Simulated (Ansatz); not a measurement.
## Single-point calculation, with input and output: B24N25 (charge −1) (part 2 of 2)

The same run, continued: B24N25 (defect cell, 49 atoms in the cell, total charge −1); DFT PBE, scalar-relativistic, plane waves, PAW, spin-polarised (Ansatz 0.2.0); cutoff 420 eV, 2×2×2 k-mesh, Gaussian smearing of 0.05 eV, collinear spins. The structure derives from a Materials Project entry.

Output, continued
```
--- Forces (eV/Å), atoms counted from 1 ---
  atom   1  B      0.58994456    -0.34839767    -1.63953478
  atom   2  B     -1.40413092     0.81304900     1.54675894
  atom   3  B      0.17265331    -0.10013548    -0.11631327
  atom   4  B      0.15700366    -0.81831129     0.04465866
  atom   5  B     -0.24651190     0.18793042    -0.07625681
  atom   6  B     -0.18140565     0.10471359     0.12510848
  atom   7  B     -0.28968829    -0.15240006     0.05268567
  atom   8  B     -0.72979617     0.31272190     0.04272346
  atom   9  B      0.00017313    -0.22363348    -0.03393621
  atom  10  B      0.08056119    -0.18566684     0.00080586
  atom  11  B      0.79398874     0.27381977     0.04433590
  atom  12  B     -0.03696654     0.02044903     0.00278988
  atom  13  B     -0.15145033     0.04574131     0.05036451
  atom  14  B      0.25647756    -1.42334146     0.27283797
  atom  15  B     -0.00947918     0.32474393     0.05335273
  atom  16  B     -0.09830303     0.05785115    -0.01947450
  atom  17  B      0.19622681     0.10942750    -0.03003056
  atom  18  B      0.11131664    -0.06420540     0.00753741
  atom  19  B     -0.28547111     0.11780191    -0.07830838
  atom  20  B     -0.11406486     0.10796048     0.04899204
  atom  21  B      0.36890900    -0.21366201    -0.00379991
  atom  22  B     -0.64121847     0.47894577     0.04197542
  atom  23  B      0.20010736     0.02136187     0.00156062
  atom  24  B      1.36091918     0.48457684     0.27104863
  atom  25  N     -0.04288394    -0.11211787     0.09088354
  atom  26  N      0.14253175    -0.27620559    -0.03296239
  atom  27  N     -0.28299931     0.04622860    -0.01215569
  atom  28  N      0.03186588    -0.01772045     0.04455166
  atom  29  N     -0.02779270    -0.04591288    -0.06032300
  atom  30  N     -0.22656011    -0.52836077    -0.09829180
  atom  31  N      0.26597524    -0.15099428    -0.01935733
  atom  32  N     -0.51840366     0.05419963     0.13057968
  atom  33  N     -0.36330804     0.21459780     0.20048627
  atom  34  N      0.31072768    -0.55457235    -0.34940413
  atom  35  N      0.07397939     0.09185281     0.09047463
  atom  36  N      0.02691145     0.04891388    -0.06245089
  atom  37  N     -0.77275768     0.45060441    -1.20219711
  atom  38  N     -0.07519090    -0.77500189     0.86574402
  atom  39  N      0.30841047     0.01129368    -0.03373415
  atom  40  N     -0.30529799     0.42488984     0.13017141
  atom  41  N     -0.17944427     0.21997935    -0.01090852
  atom  42  N      0.63700801     0.00587689    -0.34895512
  atom  43  N      0.01538437    -0.00877819    -0.02845913
  atom  44  N      0.34649728     0.46238950    -0.09833682
  atom  45  N      0.62971131     0.44832108     0.85887670
  atom  46  N     -0.17729451     0.10468228     0.02255922
  atom  47  N      0.10548886    -0.06018937     0.03208330
  atom  48  N      0.09988286    -0.05986168    -0.02045177
  atom  49  N     -0.12223946     0.07454662    -0.69832359
  max |Σ_I F_I| component: 1.93e-5 eV/Å
--- Band table (eV; the first three rows and the last of 16) ---
  k-point 0 ↑: bands = ["-13.0793", "-11.8131", "-11.3512", "-10.8225", "-10.6817", "-10.5780", "-10.3614", "-10.3392", "-10.0540", "-9.9055", "-9.8774", "-9.5862", "-9.5361", "-9.4858", "-9.1389", "-9.0839", "-8.9986", "-8.9085", "-8.8948", "-8.4980", "-8.3717", "-8.2893", "-7.7505", "-7.6966", "-5.5534", "-3.1972", "-2.6706", "-2.3081", "-2.2747", "-2.1433", "-1.9717", "-1.9539", "-1.9382", "-1.8896", "-1.8443", "-1.5629", "-1.5167", "-1.4610", "-1.4543", "-1.3531", "-1.2586", "-1.0079", "-0.8031", "-0.4732", "0.0724", "0.1023", "0.2310", "0.3804", "0.6483", "0.7217", "0.9888", "1.0266", "1.1613", "1.1734", "1.3627", "1.4005", "1.5063", "1.5174", "1.6809", "1.7296", "1.8155", "1.8578", "1.9015", "1.9991", "2.0022", "2.0500", "2.0891", "2.2031", "2.2370", "2.4355", "2.4623", "2.6088", "2.6338", "2.7120", "2.8870", "3.1027", "3.1469", "3.2752", "3.4981", "3.7130", "3.7932", "4.0054", "4.0807", "4.0972", "4.1983", "4.2887", "4.2961", "4.3608", "4.4196", "4.7602", "4.9918", "5.0338", "5.0822", "5.5123", "5.7425", "5.9874", "6.2505", "6.7314", "7.9283", "10.1548", "10.3096", "10.4473", "11.1190", "11.1486", "11.5875", "11.8017", "11.8654", "12.0363", "12.0844", "12.1501", "12.1840", "12.5132", "12.6467", "13.3123", "13.7840", "14.0799", "14.1170", "14.2921", "14.4130", "14.4451", "14.5697", "14.7792", "15.0334", "15.0609", "15.2103", "15.7050", "16.0033", "16.1804", "16.2249", "16.3911", "16.4541", "16.4961", "16.5043", "16.6604", "16.6952", "16.7359", "16.7956", "16.8691", "17.1102", "17.2593", "17.5622", "17.6551", "17.6732", "17.9529", "17.9793", "18.0851", "18.2806", "18.4102", "18.4869"]
  k-point 1 ↑: bands = ["-13.0442", "-11.7526", "-11.2560", "-11.0466", "-10.8940", "-10.5301", "-10.4770", "-10.3884", "-10.0778", "-10.0376", "-9.9196", "-9.8310", "-9.5310", "-9.1527", "-8.9921", "-8.7969", "-8.6743", "-8.6645", "-8.6026", "-8.5665", "-8.3762", "-8.2784", "-7.9778", "-7.9625", "-5.6078", "-3.2797", "-3.2061", "-2.9986", "-2.9169", "-2.7703", "-2.5625", "-2.4394", "-2.1642", "-1.9934", "-1.9054", "-1.4591", "-1.3551", "-0.6796", "-0.3749", "-0.2363", "-0.0627", "-0.0234", "0.0249", "0.0904", "0.2075", "0.2195", "0.3179", "0.3402", "0.3885", "0.5087", "0.5448", "0.5860", "0.6644", "0.8854", "0.9436", "1.2568", "1.5669", "1.5949", "1.6383", "1.6490", "1.7235", "1.9596", "2.0543", "2.0655", "2.1994", "2.2927", "2.2948", "2.3338", "2.4766", "2.5275", "2.5317", "2.7967", "2.8393", "2.8465", "2.8859", "2.9122", "2.9388", "2.9734", "3.3745", "3.3777", "3.4110", "3.6257", "3.6324", "3.7561", "3.9756", "4.1110", "4.2202", "4.5271", "4.6479", "4.7311", "4.8292", "5.1521", "5.2164", "5.5185", "5.5567", "5.7986", "6.2487", "6.6481", "7.7567", "10.1473", "10.4634", "10.5850", "10.7290", "10.9198", "10.9733", "11.3843", "11.4479", "11.6406", "12.0907", "12.0948", "12.5867", "12.5947", "13.2288", "13.3417", "13.8029", "13.8928", "14.0032", "14.0754", "14.1745", "14.6871", "14.9783", "15.6367", "15.8110", "16.0487", "16.1125", "16.1381", "16.3252", "16.6412", "16.7513", "16.8330", "16.9778", "17.0543", "17.2168", "17.2972", "17.3263", "17.3634", "17.4375", "17.4786", "17.4980", "17.6138", "17.6249", "17.6328", "17.6998", "17.7501", "17.7859", "17.8054", "18.1254", "18.1325", "18.2645"]
  k-point 2 ↑: bands = ["-13.0501", "-11.7945", "-11.3434", "-11.0906", "-11.0076", "-10.3938", "-10.2993", "-10.1423", "-9.8611", "-9.8178", "-9.7759", "-9.6291", "-9.5346", "-9.5329", "-9.1766", "-9.0988", "-9.0000", "-8.8308", "-8.6988", "-8.6046", "-8.3253", "-8.2796", "-8.0574", "-7.9426", "-5.5435", "-2.5850", "-2.5173", "-2.5143", "-2.4653", "-2.1831", "-2.0522", "-2.0395", "-2.0005", "-1.8972", "-1.7869", "-1.5418", "-1.3461", "-0.9689", "-0.9634", "-0.8196", "-0.7616", "-0.5832", "-0.3573", "-0.3514", "-0.2928", "-0.2924", "-0.2011", "-0.1648", "-0.1015", "-0.0432", "0.2276", "0.3291", "0.3542", "0.3821", "0.6485", "1.3850", "1.6303", "1.7514", "1.8858", "1.9596", "2.0382", "2.1226", "2.1334", "2.1774", "2.1860", "2.2896", "2.3805", "2.5326", "2.5596", "2.6220", "2.6265", "2.6882", "2.8680", "2.9021", "3.1155", "3.1696", "3.4421", "3.6419", "3.6711", "3.7108", "3.8162", "3.8442", "3.9521", "4.0410", "4.0686", "4.1486", "4.2094", "4.4105", "4.5214", "4.6611", "4.7307", "4.9065", "5.2716", "5.6774", "5.7228", "5.8042", "6.0223", "6.6653", "7.9048", "10.3059", "10.6508", "10.8666", "11.0163", "11.3117", "11.4642", "11.5238", "11.5464", "11.9668", "12.2361", "12.6195", "12.8320", "12.9841", "13.0260", "13.1949", "13.3224", "13.4077", "13.6073", "13.7865", "13.9384", "14.3019", "14.5569", "15.1027", "15.2529", "15.3062", "15.3592", "15.5291", "15.7487", "15.8842", "16.0480", "16.1020", "16.2595", "16.2893", "16.4181", "16.4637", "16.5739", "16.9904", "17.0497", "17.3237", "17.3712", "17.5019", "17.5764", "17.6147", "17.8073", "17.8480", "17.8784", "18.0024", "18.0536", "18.1033", "18.1455"]
  k-point 7 ↓: bands = ["-13.0276", "-11.6330", "-11.1988", "-11.1981", "-11.0456", "-10.6184", "-10.5656", "-10.4753", "-9.9671", "-9.9272", "-9.8071", "-9.7414", "-9.5350", "-9.1335", "-8.9817", "-8.7879", "-8.6815", "-8.6649", "-8.6185", "-8.5969", "-8.3716", "-8.2832", "-7.9768", "-7.9675", "-5.6114", "-3.2990", "-3.1610", "-2.9637", "-2.9183", "-2.6987", "-2.5715", "-2.4786", "-2.2248", "-2.0029", "-1.9048", "-1.4670", "-1.4244", "-0.5713", "-0.2465", "-0.0772", "-0.0530", "0.0086", "0.1050", "0.2042", "0.2283", "0.3145", "0.3159", "0.5150", "0.5387", "0.5814", "0.6246", "0.7152", "0.8299", "0.8522", "0.9725", "1.2050", "1.2196", "1.3131", "1.3186", "1.3722", "1.5434", "1.5724", "1.6920", "1.7422", "1.8140", "1.8587", "2.0590", "2.0912", "2.2684", "2.2711", "2.3606", "2.4199", "2.6947", "2.8778", "2.9994", "3.1931", "3.4636", "3.4710", "3.5529", "3.5731", "4.0139", "4.1557", "4.1724", "4.1931", "4.2409", "4.2452", "4.4518", "4.5252", "4.5696", "4.6356", "4.9497", "5.1469", "5.2160", "5.3852", "5.4553", "5.5084", "6.0225", "6.6279", "7.9453", "9.9073", "10.3965", "10.5235", "10.7355", "10.7711", "11.1268", "11.5096", "11.6280", "11.6741", "12.0159", "12.2051", "12.7552", "13.4588", "14.0577", "14.0862", "14.1980", "14.2260", "14.3458", "14.5022", "14.5830", "14.6436", "14.6486", "14.7612", "14.8018", "14.9609", "15.0129", "15.3139", "15.4957", "15.6921", "15.8266", "15.9094", "16.3759", "16.6975", "16.9107", "17.1798", "17.2162", "17.3447", "17.4972", "17.5459", "17.7263", "17.8459", "17.8942", "17.9124", "17.9814", "17.9974", "18.0511", "18.1871", "18.1951", "18.2278", "18.3679"]
--- Löwdin populations: 49 sites ---
  site symbol       q [e]    m [muB]
     0      B      2.7052    -0.0000
     1      B      2.6762    -0.0000
     2      B      2.6044    -0.0000
     3      B      2.6570    -0.0000
     4      B      2.6268    -0.0000
     5      B      2.6445    -0.0000
     6      B      2.6215    -0.0000
     7      B      2.6505    -0.0000
     8      B      2.6184    -0.0000
     9      B      2.6454    -0.0000
    10      B      2.6571    -0.0000
    11      B      2.6267    -0.0000
    12      B      2.6442    -0.0000
    13      B      2.6227    -0.0000
    14      B      2.6215    -0.0000
    15      B      2.6446    -0.0000
    16      B      2.6184    -0.0000
    17      B      2.6489    -0.0000
    18      B      2.6268    -0.0000
    19      B      2.6443    -0.0000
    20      B      2.6276    -0.0000
    21      B      2.6506    -0.0000
    22      B      2.6454    -0.0000
    23      B      2.6227    -0.0000
    24      N      5.3291     0.0000
    25      N      5.3467     0.0000
    26      N      5.3555     0.0000
    27      N      5.3343     0.0000
    28      N      5.3490     0.0000
    29      N      5.3337     0.0000
    30      N      5.3539     0.0000
    31      N      5.3316     0.0000
    32      N      5.3573     0.0000
    33      N      5.3425     0.0000
    34      N      5.3291     0.0000
    35      N      5.3490     0.0000
    36      N      5.1324    -0.0000
    37      N      5.3515     0.0000
    38      N      5.3467     0.0000
    39      N      5.3316     0.0000
    40      N      5.3555     0.0000
    41      N      5.3425     0.0000
    42      N      5.3500     0.0000
    43      N      5.3337     0.0000
    44      N      5.3516     0.0000
    45      N      5.3348     0.0000
    46      N      5.3304     0.0000
    47      N      5.3477     0.0000
    48      N      5.3026     0.0000
  spilling = 0.006697 (of n_electrons = 198.000000)
--- Bader charges: 49 sites ---
  site symbol  charge [e]  shift [e]    m [muB]
     0      B      2.2353     0.0004     0.0000
     1      B      2.2086     0.0006     0.0000
     2      B      2.2209     0.0005     0.0000
     3      B      2.2031     0.0005     0.0000
     4      B      2.2111     0.0005     0.0000
     5      B      2.2066     0.0005     0.0000
     6      B      2.2112     0.0005     0.0000
     7      B      2.2018     0.0005     0.0000
     8      B      2.2162     0.0005     0.0000
     9      B      2.2082     0.0005     0.0000
    10      B      2.2031     0.0005     0.0000
    11      B      2.2087     0.0005     0.0000
    12      B      2.2088     0.0005     0.0000
    13      B      2.2097     0.0005     0.0000
    14      B      2.2112     0.0005     0.0000
    15      B      2.2036     0.0005     0.0000
    16      B      2.2162     0.0005     0.0000
    17      B      2.2067     0.0005     0.0000
    18      B      2.2111     0.0005     0.0000
    19      B      2.2089     0.0005     0.0000
    20      B      2.2069     0.0005     0.0000
    21      B      2.2018     0.0005     0.0000
    22      B      2.2083     0.0005     0.0000
    23      B      2.2098     0.0005     0.0000
    24      N     -2.2263     0.0005     0.0000
    25      N     -2.2377     0.0005     0.0000
    26      N     -2.2357     0.0005     0.0000
    27      N     -2.2224     0.0005     0.0000
    28      N     -2.2335     0.0005     0.0000
    29      N     -2.2264     0.0005     0.0000
    30      N     -2.2272     0.0005     0.0000
    31      N     -2.2309     0.0005     0.0000
    32      N     -2.2174     0.0005     0.0000
    33      N     -2.2128     0.0005     0.0000
    34      N     -2.2263     0.0005     0.0000
    35      N     -2.2335     0.0005     0.0000
    36      N     -1.6343     0.0045     0.0000
    37      N     -2.1764     0.0005     0.0000
    38      N     -2.2377     0.0005     0.0000
    39      N     -2.2309     0.0005     0.0000
    40      N     -2.2357     0.0005     0.0000
    41      N     -2.2128     0.0005     0.0000
    42      N     -2.2372     0.0005     0.0000
    43      N     -2.2264     0.0005     0.0000
    44      N     -2.1766     0.0005     0.0000
    45      N     -2.2254     0.0005     0.0000
    46      N     -2.2240     0.0005     0.0000
    47      N     -2.2383     0.0005     0.0000
    48      N     -1.2519     0.0051     0.0000
  estimated error of the sums over rays = 5.3e-4 e
```

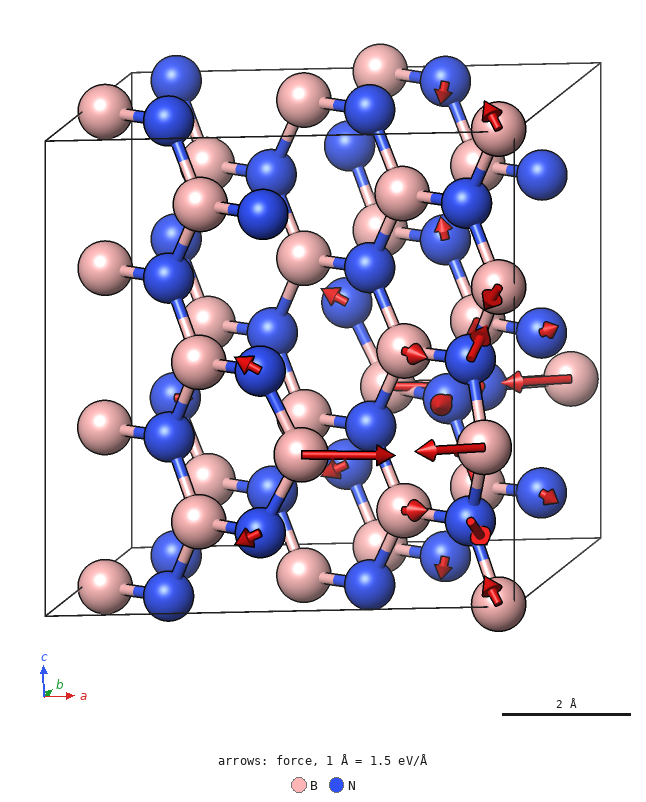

**Figure 1.** Forces on the atoms as red arrows (ball-and-stick view of the cell of the calculation, seen slightly off an axis); the smallest are left out. The largest act on B2 (2.24 eV/Å); B1 (1.78 eV/Å); N37 (1.50 eV/Å); B14, B24 (1.47 eV/Å), among others. Atoms are counted from 1 in the order of the input and aren't labelled in the picture. The geometry is not a stationary point of this energy.

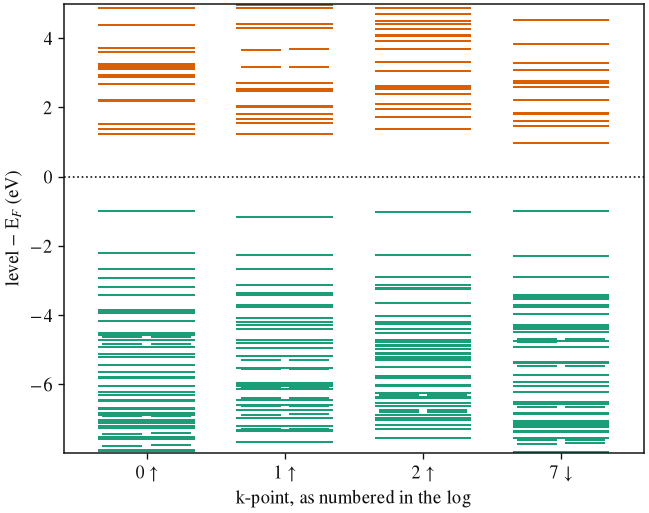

**Figure 2.** Kohn–Sham levels near the Fermi level (dotted) at the few k-points that the log prints; levels within 0.02 eV of each other stand side by side. Among these points the highest filled and lowest empty levels are 1.96 eV apart, which is the gap on the mesh.

Results in brief

- outcome: converged
- electrons treated: 198
- free energy: −13387.4499 eV
- Fermi energy: 8.926 eV
- gap on the k-point mesh: 1.96 eV
- net moment of the cell: 0.00 μB
- integrated absolute moment: 0.00 μB
- largest force (length of the vector): 2.242 eV/Å
- wall time: 2.4 min (CPU time 9.5 min)
- peak memory: 1.8 GiB

Remarks

The program warns: some starting moments were not kept. The cell is charged and computed with a neutralising background, so its energy and pressure depend on the cell and aren't those of a real crystal.
